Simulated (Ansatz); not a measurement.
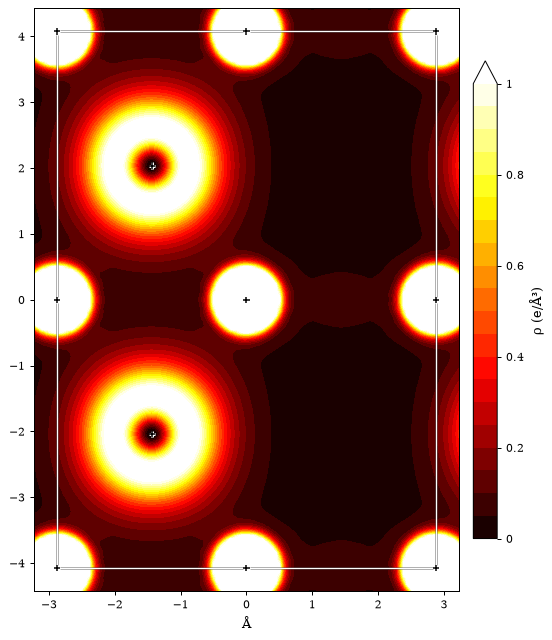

The valence electron density on a plane through atoms (crosses mark nuclei in the plane).

The calculation used DFT PBE, scalar-relativistic, plane waves, PAW in Ansatz.

Candidates:
A. Li$_{2}$S, a = 5.76 Å, b = 5.76 Å, c = 5.76 Å, α = 90.00°, β = 90.00°, γ = 90.00°. Space group Fm-3m; changed on purpose from its base cell (volume × 1.03).
B. CoO, a = 4.33 Å, b = 4.33 Å, c = 4.33 Å, α = 90.00°, β = 90.00°, γ = 90.00°. Space group Fm-3m; changed on purpose from its base cell (volume × 1.06); computed pressure about −9 GPa in this cell; spin-polarised.

Question: Which system is this?

Answer: Candidate A: Li$_{2}$S on the (011) plane of the conventional cell, which holds Li and S. Li–S (2.50 Å): ρ is about 0.28 e/Å³ halfway.
